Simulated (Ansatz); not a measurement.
**NbN: geometry relaxation (part 1 of 4)**

NbN (slab, 36 atoms in the cell), computed with DFT PBE, scalar-relativistic, plane waves, PAW, no spin polarisation (Ansatz 0.2.0).

The structure derives from an entry of the Crystallography Open Database. The input holds or restrains some coordinates. Forces given for the steps count only the free coordinates. It belongs to a series of runs on one base structure; here: flat (0 0 1) slab.

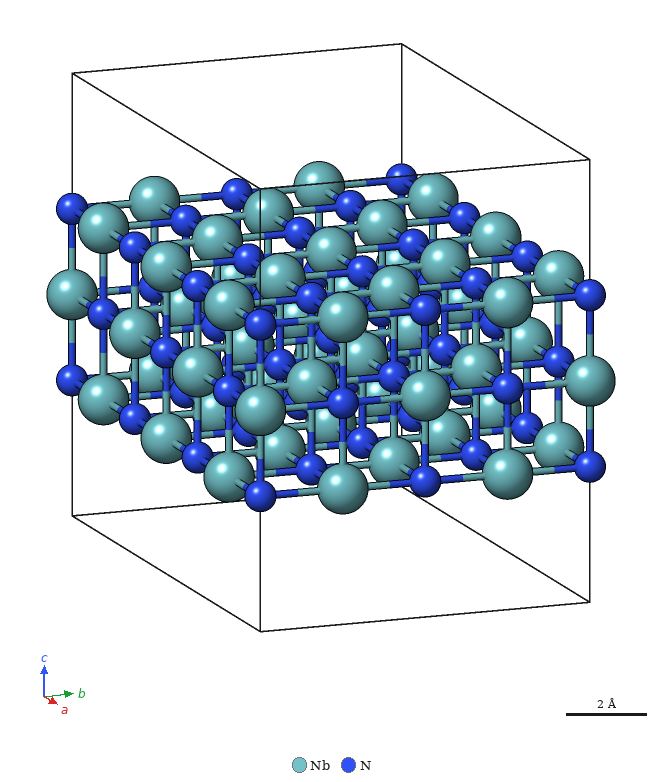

Fig. 1: The starting structure (ball-and-stick view of the 1 × 2 repeat of the cell, with the vacuum cut short, seen slightly off an axis). An atom can appear more than once, as a periodic image.

Input file
```yaml
crystal:
  lattice:
    - [13.2646291963, 0.0, 0.0]
    - [0.0, 4.4215430654, 0.0]
    - [0.0, 0.0, 18.6323145981]
  atoms:
    - { symbol: Nb, position: [0.1666666667, 0.0, 0.0805052959] }
    - { symbol: "N", position: [0.0, 0.0, 0.0805052959] }
    - { symbol: Nb, position: [0.1666666667, 0.5, 0.1991578402] }
    - { symbol: "N", position: [0.0, 0.5, 0.1991578402] }
    - { symbol: Nb, position: [0.0, 0.0, 0.1991578402] }
    - { symbol: "N", position: [0.1666666667, 0.0, 0.1991578402] }
    - { symbol: Nb, position: [0.0, 0.5, 0.0805052959] }
    - { symbol: "N", position: [0.1666666667, 0.5, 0.0805052959] }
    - { symbol: Nb, position: [0.5, 0.0, 0.0805052959] }
    - { symbol: "N", position: [0.3333333333, 0.0, 0.0805052959] }
    - { symbol: Nb, position: [0.5, 0.5, 0.1991578402] }
    - { symbol: "N", position: [0.3333333333, 0.5, 0.1991578402] }
    - { symbol: Nb, position: [0.3333333333, 0.0, 0.1991578402] }
    - { symbol: "N", position: [0.5, 0.0, 0.1991578402] }
    - { symbol: Nb, position: [0.3333333333, 0.5, 0.0805052959] }
    - { symbol: "N", position: [0.5, 0.5, 0.0805052959] }
    - { symbol: Nb, position: [0.8333333333, 0.0, 0.0805052959] }
    - { symbol: "N", position: [0.6666666667, 0.0, 0.0805052959] }
    - { symbol: Nb, position: [0.8333333333, 0.5, 0.1991578402] }
    - { symbol: "N", position: [0.6666666667, 0.5, 0.1991578402] }
    - { symbol: Nb, position: [0.6666666667, 0.0, 0.1991578402] }
    - { symbol: "N", position: [0.8333333333, 0.0, 0.1991578402] }
    - { symbol: Nb, position: [0.6666666667, 0.5, 0.0805052959] }
    - { symbol: "N", position: [0.8333333333, 0.5, 0.0805052959] }
    - { symbol: Nb, position: [0.1666666667, 0.0, 0.3178103844] }
    - { symbol: "N", position: [0.0, 0.0, 0.3178103844] }
    - { symbol: Nb, position: [0.0, 0.5, 0.3178103844] }
    - { symbol: "N", position: [0.1666666667, 0.5, 0.3178103844] }
    - { symbol: Nb, position: [0.5, 0.0, 0.3178103844] }
    - { symbol: "N", position: [0.3333333333, 0.0, 0.3178103844] }
    - { symbol: Nb, position: [0.3333333333, 0.5, 0.3178103844] }
    - { symbol: "N", position: [0.5, 0.5, 0.3178103844] }
    - { symbol: Nb, position: [0.8333333333, 0.0, 0.3178103844] }
    - { symbol: "N", position: [0.6666666667, 0.0, 0.3178103844] }
    - { symbol: Nb, position: [0.6666666667, 0.5, 0.3178103844] }
    - { symbol: "N", position: [0.8333333333, 0.5, 0.3178103844] }
basis:
  ecutwfc: 420
kpoints:
  mp_grid: { grid: [3, 8, 1] }
hamiltonian:
  xc: pbe
scf:
  occupations: { method: gaussian, width: 0.1 }
output:
  forces: true
  eigenvalues: true
  populations: true
  write_density: true
  write_potential: true
  elf: true
  volumetric_format: npy
relax:
  adjacent_minimum: "off"
  f_tol: 0.02
  max_steps: 45
  constraints: [{ sites: [0, 1, 6, 7, 8, 9, 14, 15, 16, 17, 22, 23] }]
efield:
  axis: 3
  dipole_correction: true
  ramp_width: 0.04
```

Machine: 4 threads of Intel Xeon (Granite Rapids), 16 GiB of memory available, shared host.

Run as:
```bash
ansatz run input.yaml --threads 4 --pin off --max-ram 11264MiB --backend cpu --events-out ev --progress --plain --runs-dir out
```

Output
```
Engine: ansatz 0.2.0, x86_64-unknown-linux-gnu
Pseudopotentials: kind: paw
Pseudopotential: Nb, paw, valence charge 13, recommended cutoff 420 eV (normal), Nb.paw.azcp
Pseudopotential: N, paw, valence charge 5, recommended cutoff 420 eV (normal), N.paw.azcp
Functional definition: PBE
  parameter kappa = 0.804
  parameter beta = 0.06672455060314922
  exchange = pbe_x(kappa = kappa, mu = beta*pi^2/3)
  correlation = pbe_c(beta = beta)
Crystal: 36 atoms, lattice volume = 1092.788 Å³
Basis set: ecut = 420 eV, 21401 PW (Γ), exchange–correlation on 180×60×250 points (8 copies of the dense FFT grid, shifted against one another)
Bands: 198, of which v1, the nominal top of the filled ones, is band 162 counted from 1 (161 counted from 0)
Symmetry: 24 space group operations
k-points: 10 of 24
Non-local potential: Nb, projectors of the file, l = 0: 3, l = 1: 2, l = 2: 2, l = 3: 1
Non-local potential: N, projectors of the file, l = 0: 2, l = 1: 2, l = 2: 1
PAW form: soft (Blöchl's): semilocal exchange-correlation on the pseudo side does not see the compensation charge
PAW one-centre angular grid: Nb, 590 points (default); XC on 64 Gauss nodes
PAW one-centre angular grid: N, 110 points (default); XC on 64 Gauss nodes
Initial density: superposition of atomic densities (neutral atoms: chi_scale 0, normalization atom), corrected by the library's trained network
Initial wavefunctions: pseudopotential atomic-orbital guess
Functional: x = pbe(κ = 0.804, μ = 0.2195149727645171), c = pbe(β = 0.06672455060314922)
SCF iter   1: F=—  HF=-88875.984092 eV  |F-HF|=—  |Δ(HF+E_count)|=         —  Δρ=3.04e-3  dr2=2.99e-1  ethr=1.77e-3  p=-0.000 e·Å  D=-4.80e-7 V/Å  ΔV_dip=0.00 eV  dr2_dipole=4.37e-7  V_vac-E_F(+/−)=3.41/3.41 eV  ⟨swp⟩=7.8  Hψ=9454  notcnv=0
efield: sawtooth ramp at fractional position 0.6792 (placed from the atoms, in the widest stretch of the axis that holds none; the zero of the levels goes with the place), width 0.0400; the density the first Hamiltonian is built on has a dipole p = -0.000 e·Å; the dipole correction subtracts the counter field D = -4.80e-7 V/Å, which shifts the + side's vacuum level by +0.00 eV against the − side's; the planar-averaged density in the ramp window peaks in size at 1.2e-4 e/Å³
preconditioner: auto → LDOS  [metal: Δε(μ)=0.008 eV  Ē_g=7.901 eV  σ=0.100 eV  W_gap=0.04  n_scr=210 (ndim 8)  ℏωp=15.1 eV  f_vac=0.556  D(μ)=28.53/eV (n_scr^D=194)  β→1.0]
SCF iter   2: F=—  HF=-88875.996035 eV  |F-HF|=—  |Δ(HF+E_count)|=   1.19e-2  Δρ=1.23e-3  dr2=1.55e-2  ethr=9.21e-5  p=-0.000 e·Å  D=-1.82e-5 V/Å  ΔV_dip=0.00 eV  dr2_dipole=8.40e-7  V_vac-E_F(+/−)=3.45/3.45 eV  ⟨swp⟩=2.1  Hψ=3384  notcnv=0  defer=23
SCF iter   3: F=—  HF=-88875.993914 eV  |F-HF|=—  |Δ(HF+E_count)|=   2.12e-3  Δρ=4.02e-4  dr2=5.12e-3  ethr=4.80e-6  p=-0.000 e·Å  D=-3.27e-6 V/Å  ΔV_dip=0.00 eV  dr2_dipole=6.82e-9  V_vac-E_F(+/−)=3.43/3.43 eV  ⟨swp⟩=2.8  Hψ=3484  notcnv=0  defer=23
SCF iter   4: F=—  HF=-88875.996095 eV  |F-HF|=—  |Δ(HF+E_count)|=   2.18e-3  Δρ=1.24e-4  dr2=2.60e-4  ethr=1.58e-6  p=-0.000 e·Å  D=-5.62e-6 V/Å  ΔV_dip=0.00 eV  dr2_dipole=4.07e-8  V_vac-E_F(+/−)=3.42/3.42 eV  ⟨swp⟩=2.6  Hψ=3016  notcnv=0  defer=23
SCF iter   5: F=—  HF=-88875.996110 eV  |F-HF|=—  |Δ(HF+E_count)|=   1.42e-5  Δρ=2.39e-5  dr2=1.09e-5  ethr=8.03e-8  p=0.000 e·Å  D=4.24e-7 V/Å  ΔV_dip=-0.00 eV  dr2_dipole=9.40e-11  V_vac-E_F(+/−)=3.42/3.42 eV  ⟨swp⟩=2.7  Hψ=3274  notcnv=0  defer=23
SCF iter   6: F=-88875.996116 eV  HF=-88875.996117 eV  |F-HF|=1.21e-6  |Δ(HF+E_count)|=   7.82e-6  Δρ=1.28e-5  dr2=2.69e-6  ethr=3.09e-9  p=-0.000 e·Å  D=-2.94e-6 V/Å  ΔV_dip=0.00 eV  dr2_dipole=2.00e-9  V_vac-E_F(+/−)=3.42/3.42 eV  ⟨swp⟩=22.6  Hψ=20989  notcnv=0
SCF 1 converged in 6 iterations: F = -88875.996116 eV  dr2 = 2.69e-6
  greatest PAW one-centre occupation: 0.998 electrons in one spin orbital (limit 2), on the Nb atom at site 20 (counted from 0), in its partial waves of l = 0
relax step   1: F+E_penalty+E_count = -88875.99611622 eV  Δ(F+E_penalty+E_count) = +0.000e0 eV  max|allowed force component| = 1.833e0 eV/Å  Δτ_max = 0.0000 Å  (6 SCF iters, dr2 threshold 1.00e-5 eV, accepted)
Initial density: handed on by an earlier stage of this run
Initial wavefunctions: those handed on with the density
iter 1 solved again at ethr=7.79e-4 eV; its pass at ethr=3.10e-3 eV (dr2=2.52e0 eV) is discarded
SCF iter   1: F=—  HF=-88877.770625 eV  |F-HF|=—  |Δ(HF+E_count)|=         —  Δρ=1.04e-2  dr2=2.60e0  ethr=7.79e-4  p=-0.000 e·Å  D=-1.47e-6 V/Å  ΔV_dip=0.00 eV  dr2_dipole=3.29e-1  V_vac-E_F(+/−)=3.44/3.44 eV  ⟨swp⟩=2.2  Hψ=7078  notcnv=0  defer=182
efield: sawtooth ramp at fractional position 0.6792 (handed on by an earlier solve), width 0.0400; the density the first Hamiltonian is built on has a dipole p = -0.000 e·Å; the dipole correction subtracts the counter field D = -1.47e-6 V/Å, which shifts the + side's vacuum level by +0.00 eV against the − side's; the planar-averaged density in the ramp window peaks in size at 7.1e-6 e/Å³
preconditioner: auto → LDOS  [metal: Δε(μ)=0.019 eV  Ē_g=8.021 eV  σ=0.100 eV  W_gap=0.11  n_scr=210 (ndim 8)  ℏωp=15.1 eV  f_vac=0.563  D(μ)=23.71/eV (n_scr^D=144)  β→1.0]
SCF iter   2: F=—  HF=-88877.615767 eV  |F-HF|=—  |Δ(HF+E_count)|=   1.55e-1  Δρ=3.49e-3  dr2=1.77e-1  ethr=7.79e-4  p=0.017 e·Å  D=2.73e-3 V/Å  ΔV_dip=-0.05 eV  dr2_dipole=2.86e-4  V_vac-E_F(+/−)=3.36/3.42 eV  ⟨swp⟩=2.3  Hψ=2812  notcnv=0  defer=182
SCF iter   3: F=—  HF=-88877.592924 eV  |F-HF|=—  |Δ(HF+E_count)|=   2.28e-2  Δρ=2.05e-3  dr2=5.58e-2  ethr=5.46e-5  p=0.055 e·Å  D=9.09e-3 V/Å  ΔV_dip=-0.17 eV  dr2_dipole=1.88e-3  V_vac-E_F(+/−)=3.26/3.43 eV  ⟨swp⟩=2.9  Hψ=3806  notcnv=0  defer=180
SCF iter   4: F=—  HF=-88877.581196 eV  |F-HF|=—  |Δ(HF+E_count)|=   1.17e-2  Δρ=2.65e-4  dr2=1.83e-3  ethr=1.72e-5  p=0.050 e·Å  D=8.26e-3 V/Å  ΔV_dip=-0.15 eV  dr2_dipole=5.34e-6  V_vac-E_F(+/−)=3.28/3.43 eV  ⟨swp⟩=2.7  Hψ=3628  notcnv=0  defer=212
SCF iter   5: F=—  HF=-88877.580939 eV  |F-HF|=—  |Δ(HF+E_count)|=   2.57e-4  Δρ=8.66e-5  dr2=7.67e-5  ethr=5.65e-7  p=0.055 e·Å  D=9.16e-3 V/Å  ΔV_dip=-0.17 eV  dr2_dipole=3.20e-6  V_vac-E_F(+/−)=3.26/3.43 eV  ⟨swp⟩=2.8  Hψ=3756  notcnv=0  defer=211
SCF iter   6: F=-88877.580967 eV  HF=-88877.580975 eV  |F-HF|=7.31e-6  |Δ(HF+E_count)|=   3.57e-5  Δρ=2.26e-5  dr2=1.24e-5  ethr=2.37e-8  p=0.058 e·Å  D=9.65e-3 V/Å  ΔV_dip=-0.18 eV  dr2_dipole=1.09e-6  V_vac-E_F(+/−)=3.26/3.44 eV  ⟨swp⟩=27.3  Hψ=24866  notcnv=0
SCF 2 converged in 6 iterations: F = -88877.580967 eV  dr2 = 1.24e-5
  greatest PAW one-centre occupation: 0.998 electrons in one spin orbital (limit 2), on the Nb atom at site 34 (counted from 0), in its partial waves of l = 0
relax step   2: F+E_penalty+E_count = -88877.58096725 eV  Δ(F+E_penalty+E_count) = -1.585e0 eV  max|allowed force component| = 3.070e-1 eV/Å  Δτ_max = 0.1631 Å  (6 SCF iters, dr2 threshold 1.00e-4 eV, accepted)
SCF iter   1: F=—  HF=-88877.638671 eV  |F-HF|=—  |Δ(HF+E_count)|=         —  Δρ=1.64e-3  dr2=5.86e-2  ethr=3.02e-4  p=0.058 e·Å  D=9.65e-3 V/Å  ΔV_dip=-0.18 eV  dr2_dipole=6.06e-3  V_vac-E_F(+/−)=3.27/3.45 eV  ⟨swp⟩=2.0  Hψ=3275  notcnv=0  defer=202
efield: sawtooth ramp at fractional position 0.6792 (handed on by an earlier solve), width 0.0400; the density the first Hamiltonian is built on has a dipole p = 0.058 e·Å; the dipole correction subtracts the counter field D = 9.65e-3 V/Å, which shifts the + side's vacuum level by -0.18 eV against the − side's; the planar-averaged density in the ramp window peaks in size at 8.7e-6 e/Å³
preconditioner: auto → LDOS  [metal: Δε(μ)=0.045 eV  Ē_g=7.975 eV  σ=0.100 eV  W_gap=0.25  n_scr=210 (ndim 8)  ℏωp=15.1 eV  f_vac=0.562  D(μ)=25.73/eV (n_scr^D=178)  β→1.0]
SCF iter   2: F=—  HF=-88877.628263 eV  |F-HF|=—  |Δ(HF+E_count)|=   1.04e-2  Δρ=1.22e-3  dr2=2.12e-2  ethr=1.81e-5  p=0.041 e·Å  D=6.87e-3 V/Å  ΔV_dip=-0.13 eV  dr2_dipole=7.79e-5  V_vac-E_F(+/−)=3.32/3.45 eV  ⟨swp⟩=3.0  Hψ=3552  notcnv=0  defer=206
SCF iter   3: F=—  HF=-88877.623627 eV  |F-HF|=—  |Δ(HF+E_count)|=   4.64e-3  Δρ=2.24e-4  dr2=9.95e-4  ethr=6.54e-6  p=0.046 e·Å  D=7.57e-3 V/Å  ΔV_dip=-0.14 eV  dr2_dipole=5.74e-5  V_vac-E_F(+/−)=3.31/3.45 eV  ⟨swp⟩=2.5  Hψ=3060  notcnv=0  defer=206
SCF iter   4: F=—  HF=-88877.626089 eV  |F-HF|=—  |Δ(HF+E_count)|=   2.46e-3  Δρ=6.16e-5  dr2=7.48e-5  ethr=3.07e-7  p=0.044 e·Å  D=7.25e-3 V/Å  ΔV_dip=-0.14 eV  dr2_dipole=4.19e-7  V_vac-E_F(+/−)=3.32/3.45 eV  ⟨swp⟩=2.9  Hψ=3779  notcnv=0  defer=206
SCF iter   5: F=—  HF=-88877.626086 eV  |F-HF|=—  |Δ(HF+E_count)|=   2.30e-6  Δρ=2.28e-5  dr2=1.53e-5  ethr=2.31e-8  p=0.044 e·Å  D=7.21e-3 V/Å  ΔV_dip=-0.13 eV  dr2_dipole=1.24e-6  V_vac-E_F(+/−)=3.32/3.45 eV  ⟨swp⟩=2.2  Hψ=2951  notcnv=0  defer=206
SCF iter   6: F=-88877.626085 eV  HF=-88877.626088 eV  |F-HF|=3.44e-6  |Δ(HF+E_count)|=   1.88e-6  Δρ=1.32e-5  dr2=3.81e-6  ethr=1.82e-9  p=0.043 e·Å  D=7.17e-3 V/Å  ΔV_dip=-0.13 eV  dr2_dipole=2.84e-7  V_vac-E_F(+/−)=3.32/3.45 eV  ⟨swp⟩=24.3  Hψ=21417  notcnv=0
SCF 3 converged in 6 iterations: F = -88877.626085 eV  dr2 = 3.81e-6
  Residual-converged pass: ⟨swp⟩=1.0  Hψ=2020  notcnv=0  max |occ|·‖R‖ = 7.1e-9 eV (tolerance 1.0e-8 eV)  dr2=3.81e-6  dr2_onsite=6.76e-8  max |Δocc| = 1.4e-10
relax step   3: F+E_penalty+E_count = -88877.62608466 eV  Δ(F+E_penalty+E_count) = -4.512e-2 eV  max|allowed force component| = 5.901e-2 eV/Å  Δτ_max = 0.0379 Å  (6 SCF iters, dr2 threshold 5.89e-6 eV, accepted)
SCF iter   1: F=—  HF=-88877.625376 eV  |F-HF|=—  |Δ(HF+E_count)|=         —  Δρ=4.06e-4  dr2=1.25e-2  ethr=4.25e-6  p=0.043 e·Å  D=7.17e-3 V/Å  ΔV_dip=-0.13 eV  dr2_dipole=3.96e-3  V_vac-E_F(+/−)=3.32/3.45 eV  ⟨swp⟩=2.0  Hψ=3262  notcnv=0
efield: sawtooth ramp at fractional position 0.6792 (handed on by an earlier solve), width 0.0400; the density the first Hamiltonian is built on has a dipole p = 0.043 e·Å; the dipole correction subtracts the counter field D = 7.17e-3 V/Å, which shifts the + side's vacuum level by -0.13 eV against the − side's; the planar-averaged density in the ramp window peaks in size at 8.9e-6 e/Å³
preconditioner: auto → LDOS  [metal: Δε(μ)=0.040 eV  Ē_g=7.979 eV  σ=0.100 eV  W_gap=0.22  n_scr=210 (ndim 8)  ℏωp=15.1 eV  f_vac=0.562  D(μ)=25.58/eV (n_scr^D=178)  β→1.0]
SCF iter   2: F=—  HF=-88877.624891 eV  |F-HF|=—  |Δ(HF+E_count)|=   4.85e-4  Δρ=1.56e-4  dr2=7.69e-4  ethr=3.85e-6  p=0.043 e·Å  D=7.07e-3 V/Å  ΔV_dip=-0.13 eV  dr2_dipole=2.41e-4  V_vac-E_F(+/−)=3.32/3.45 eV  ⟨swp⟩=1.6  Hψ=2385  notcnv=0
SCF iter   3: F=—  HF=-88877.624868 eV  |F-HF|=—  |Δ(HF+E_count)|=   2.27e-5  Δρ=1.06e-4  dr2=2.49e-4  ethr=2.37e-7  p=0.043 e·Å  D=7.17e-3 V/Å  ΔV_dip=-0.13 eV  dr2_dipole=3.17e-6  V_vac-E_F(+/−)=3.32/3.45 eV  ⟨swp⟩=3.0  Hψ=4054  notcnv=0
SCF iter   4: F=—  HF=-88877.624801 eV  |F-HF|=—  |Δ(HF+E_count)|=   6.69e-5  Δρ=1.50e-5  dr2=4.08e-6  ethr=7.70e-8  p=0.043 e·Å  D=7.07e-3 V/Å  ΔV_dip=-0.13 eV  dr2_dipole=5.40e-7  V_vac-E_F(+/−)=3.32/3.45 eV  ⟨swp⟩=2.0  Hψ=3162  notcnv=0
SCF iter   5: F=—  HF=-88877.627471 eV  |F-HF|=—  |Δ(HF+E_count)|=   2.67e-3  Δρ=1.10e-5  dr2=1.73e-6  ethr=1.26e-9  p=0.043 e·Å  D=7.05e-3 V/Å  ΔV_dip=-0.13 eV  dr2_dipole=1.69e-7  V_vac-E_F(+/−)=3.32/3.45 eV  ⟨swp⟩=3.0  Hψ=4366  notcnv=0
SCF iter   6: F=-88877.627471 eV  HF=-88877.627471 eV  |F-HF|=1.06e-7  |Δ(HF+E_count)|=   7.99e-8  Δρ=3.15e-6  dr2=7.77e-8  ethr=3.09e-11  p=0.042 e·Å  D=7.03e-3 V/Å  ΔV_dip=-0.13 eV  dr2_dipole=7.11e-9  V_vac-E_F(+/−)=3.32/3.45 eV  ⟨swp⟩=17.1  Hψ=18802  notcnv=0
SCF 4 converged in 6 iterations: F = -88877.627471 eV  dr2 = 7.77e-8
relax step   4: F+E_penalty+E_count = -88877.62747103 eV  Δ(F+E_penalty+E_count) = -1.386e-3 eV  max|allowed force component| = 1.267e-2 eV/Å  Δτ_max = 0.0052 Å  (6 SCF iters, accepted)
```

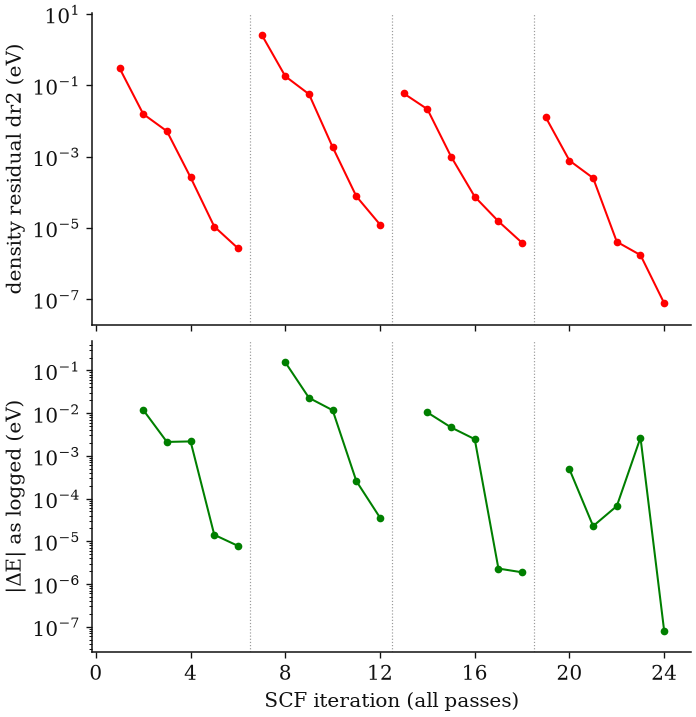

Fig. 2: Convergence of the self-consistent field: density residual dr2 and size of the energy change against the SCF iteration. The dotted lines part the SCF passes of the relaxation: geometry steps, rejected trials and re-solves on a re-selected basis. The passes take 6, 6, 6 and 6 iterations.

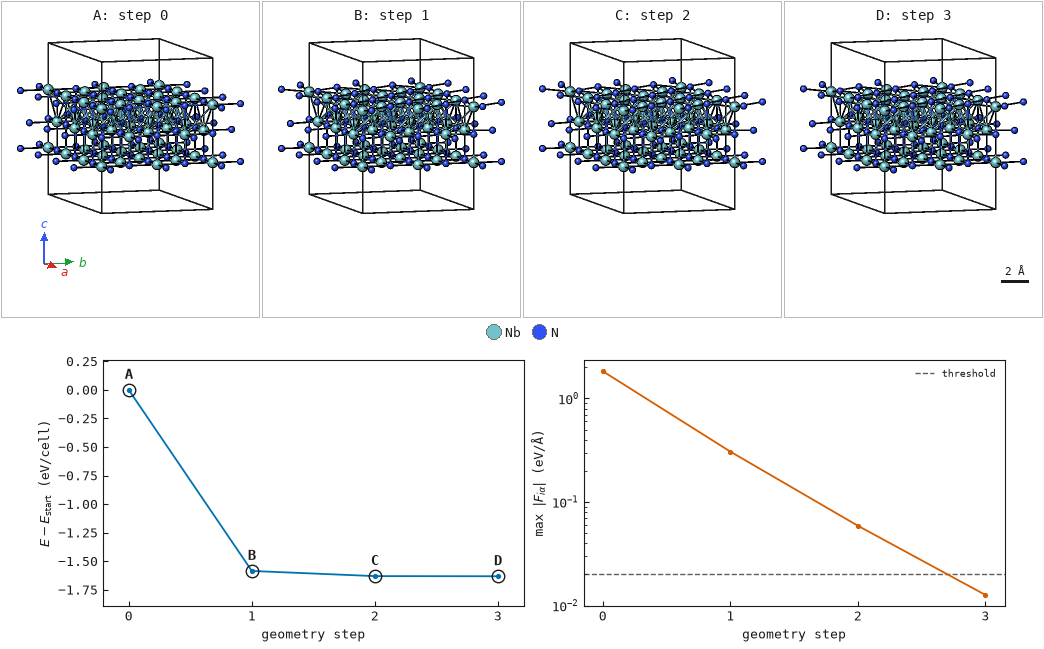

Fig. 3: Frames of the restrained relaxation (ball-and-stick view of the 1 × 2 repeat of the cell, with the vacuum cut short (origin shifted), with bonded neighbours outside it, seen slightly off an axis) above the curves, on which the letters mark them (the first geometry is step 0 here and step 1 in the log).
